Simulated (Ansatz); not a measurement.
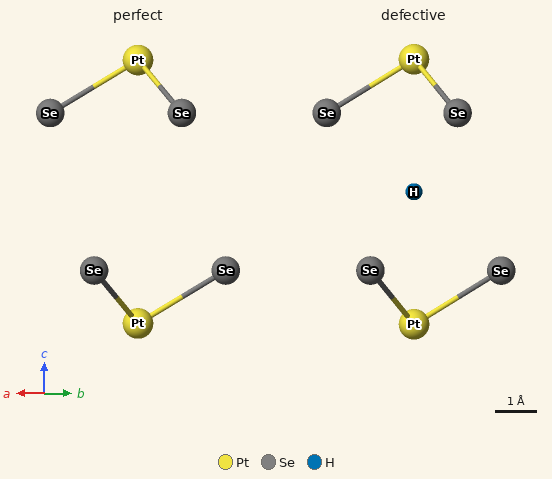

Left: perfect PtSe$_{2}$. Right: the same region with one point defect, after relaxing the atoms in a supercell of 48 sites. Style: ball-and-stick. Shown: the atoms within 4.6 Å of one point, in a slice 4.2 Å thick across the line of sight, along [110].

The calculation used Ansatz, DFT PBE, scalar-relativistic, plane waves, PAW. Settings: plane-wave cutoff 420 eV; k-point mesh 2 × 2 × 2; occupations gaussian; smearing width 0.01 eV; mesh shifted by (0.5, 0.5, 0.5); collinear spin. The cell is small and the k-mesh coarse, so the numbers are rough. The axes drawn are those of the host's conventional cell.

Question: Which defect is it?

Answer: An extra hydrogen atom is put between the host's atoms (an interstitial).

The charge state of the cell is 0.

Question: What does the relaxation do around it?

Answer: The H atom starts with 6 Se at 2.91 Å, 2 Pt at 3.25 Å around its place and ends with 6 Se at 2.90 Å, 2 Pt at 3.27 Å. Of the host's atoms, a platinum atom moves furthest from its site, by 0.02 Å. The cell's net moment is 1.00 μB. At a tolerance of 0.02 Å the relaxed supercell has space group C2/m.
